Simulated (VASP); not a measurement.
```
Cd O
1.0
     4.70492    0.00000    0.00000
     0.00000    4.70492    0.00000
     0.00000    0.00000    4.70492
Cd O
4 4
Direct
  0.00000 0.00000 0.00000
  0.50000 0.50000 0.00000
  0.50000 0.00000 0.50000
  0.00000 0.50000 0.50000
  0.50000 0.00000 0.00000
  0.00000 0.50000 0.00000
  0.00000 0.00000 0.50000
  0.50000 0.50000 0.50000
```

Space group Fm-3m; a structure from a database of computed crystals, not necessarily the ambient phase.

Method: Kohn-Sham DFT of a periodic cell, HSE06, VASP PAW PBE potentials, recommended (VASP).

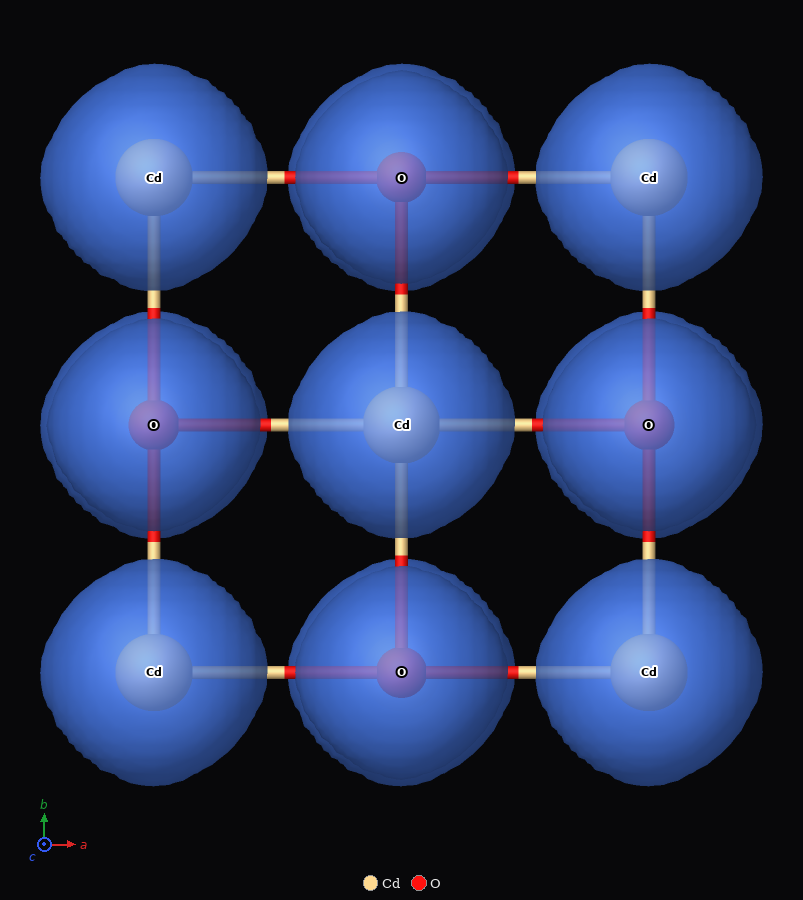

CdO. Isosurface of the valence charge density (pseudo) at 0.4 e/Å³ (blue), seen along the c axis. Sticks mark near contacts.

The density is the valence pseudo-density of a PAW calculation; it isn't the true density close to the nuclei.

Q: How is the density connected at this value?

A: At this value the density breaks into separate islands; it holds about 80 % of the electrons treated as valence. It bridges none of the near contacts. It is pinched off along the shortest Cd–O (2.35 Å) contacts. On the grid the lowest density along these lines, outside the cores, is 0.33 e/Å³ (Cd–O, 2.35 Å).
